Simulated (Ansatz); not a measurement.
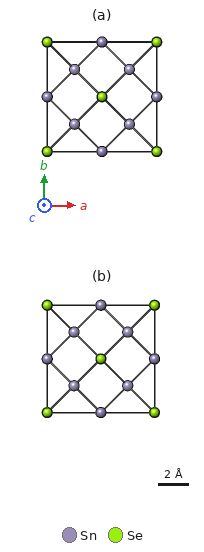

The structure of a crystal of Sn3Se (set up in Fm-3m) before (top) and after (bottom) a relaxation, at one scale.

The picture is a ball-and-stick view of the conventional cell (4 times the calculation's cell), seen along the c axis. Lengths and directions refer to the drawn axes.

These are results of Ansatz 0.2.0, DFT PBEsol, scalar-relativistic, plane waves, PAW, not measurements. (plane-wave cutoff 420 eV; k-point mesh 10 × 10 × 10; occupations gaussian; smearing width 0.1 eV; no spin polarisation; cell and atoms relaxed; force threshold 0.005 eV/Å; at most 80 steps)

> What changed between the two?

No atom moves by more than 0.005 Å relative to the cell. The volume changes by −5.9 %, with a = b = c 7.466 → 7.316 Å (−2.0 %). Among the contacts that change: Se–Sn 3.233 → 3.168 Å. The space group stays Fm-3m (No. 225). Over 3 accepted moves (4 points after the start) the energy falls by 64.6 meV per cell of the calculation. All forces vanish by symmetry, so only the cell relaxes. The pressure goes from −3.17 to −0.01 GPa. At 1 point the geometry stayed and the basis and grid were re-selected for the new cell (energy shift of 1.2 meV per cell of the calculation at most each time). Cost: 25 s on 1 thread of Intel(R) Xeon(R) 6975P-C (Granite Rapids), on a shared host, peak memory 0.52 GiB.
